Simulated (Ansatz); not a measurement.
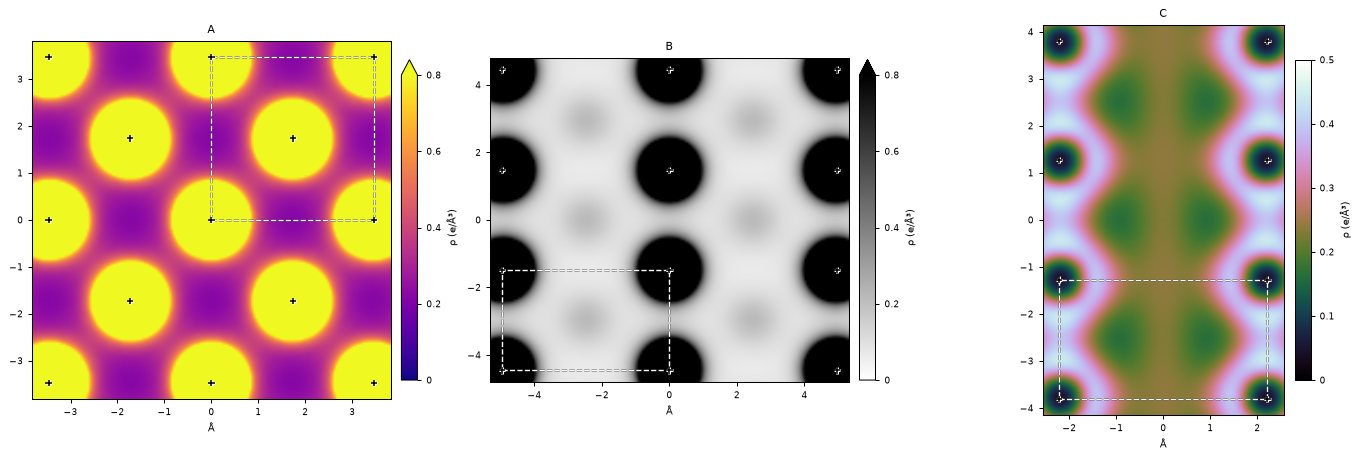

The valence pseudo-density of 3 systems, each on a plane through atoms (crosses mark nuclei in the plane).

Theory: DFT, revPBE, plane waves (420 eV) with PAW, scalar-relativistic (Ansatz).

System 1: Si, the (100) plane of the conventional cell. Space group P6/mmm; set up as Si, omega (AlB2-type); a generated structure, not necessarily the stable one; changed on purpose from its base cell (volume × 0.96); computed pressure about 4 GPa in this cell.

```xyz
3
Lattice="4.4285 0.0000 0.0000 -2.2142 3.8352 0.0000 0.0000 0.0000 2.5355" Properties=species:S:1:pos:R:3 pbc="T T T"
Si    0.0000    0.0000    0.0000
Si    0.0000    2.5568    1.2678
Si    2.2143    1.2784    1.2678
```

System 2: Ag, the (010) plane of the conventional cell. Space group P6/mmm; set up as Ag, omega (AlB2-type); a generated structure, not necessarily the stable one; changed on purpose from its base cell (volume × 1.12); computed pressure about −6 GPa in this cell; computed without spin polarisation.

System 3: Fe, the (100) plane of the conventional cell. Space group Fm-3m; set up as Fe, fcc; a generated structure, not necessarily the stable one; changed on purpose from its base cell (volume × 1.0); computed without spin polarisation.

```
CELL_PARAMETERS angstrom
3.46875 0.00000 0.00000
0.00000 3.46875 0.00000
0.00000 0.00000 3.46875
ATOMIC_POSITIONS crystal
Fe 0.00000 0.00000 0.00000
Fe 0.50000 0.50000 0.00000
Fe 0.50000 0.00000 0.50000
Fe 0.00000 0.50000 0.50000
```

Q: Which map belongs to which system?

A: Panel A is system 3, Fe: the plane holds Fe. Fe–Fe (2.45 Å): ρ is about 0.39 e/Å³ halfway. Panel B is system 2, Ag: the plane holds Ag. Ag–Ag (2.97 Å): ρ at the midpoint is about 0.17 e/Å³. Panel C is system 1, Si: the plane holds Si. Si–Si (2.54 Å): the density is about 0.39 e/Å³ at the midpoint.
